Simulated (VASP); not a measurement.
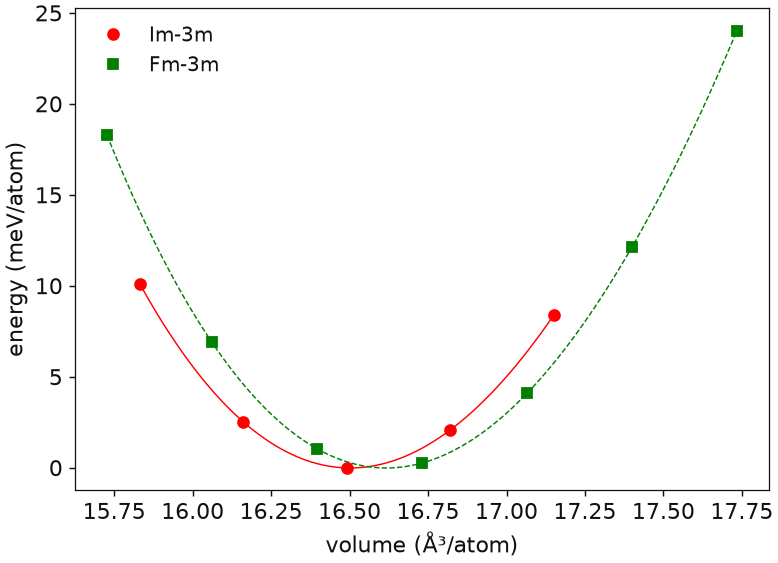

Computed with VASP 6.6.1: plane-wave DFT, no spin polarisation; energies at scaled volumes of the given cell, shape and fractions fixed, counted from the fit's minimum, third-order Birch-Murnaghan fit. Level: PBEsol.

```tsv
setting	value
occupations	Fermi–Dirac
smearing width	0.05 eV
potentials	VASP PAW PBE potentials, recommended
wave cutoff	520 eV
```

**Figure.** Energy against volume, with one curve for each structure, for Ti. Each energy curve has its own zero, so the curves don't rank the structures.

Settings that differ: Im-3m: k mesh 10×10×10; Fm-3m: k mesh 11×11×11.

The fitted equilibrium volumes, smallest first, are Im-3m 16.502, Fm-3m 16.617 Å³/atom. The fitted bulk moduli, smallest first, are Im-3m 111.9, Fm-3m 113.2 GPa.
